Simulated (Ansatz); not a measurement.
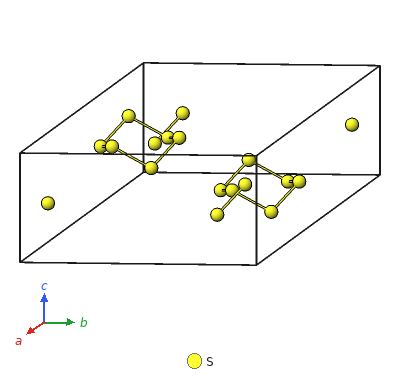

S, space group R-3:H (No. 148), a = 11.009 Å, b = 11.009 Å, c = 5.691 Å, α = 90.00°, β = 90.00°, γ = 120.00°

| site | Wyckoff | x | y | z |
| --- | --- | --- | --- | --- |
| S | 18f | 0.8545 | 0.4791 | 0.7547 |

Origin: the geometry relaxed with Ansatz, DFT, PBE, plane waves (420 eV) with PAW, scalar-relativistic.

### Compute the Voronoi cell of each site (no radii): faces and volume.

```csv
site,faces above 1 % of the sphere,volume (Å³),solid angle by neighbour (%)
S,10,33.19,S 100
```

Weighted by multiplicity the volumes add up to the cell volume, 597.4 Å³.

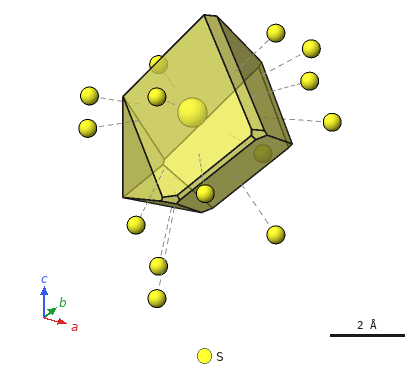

The computed Voronoi cell of S, with the neighbours that bound it.
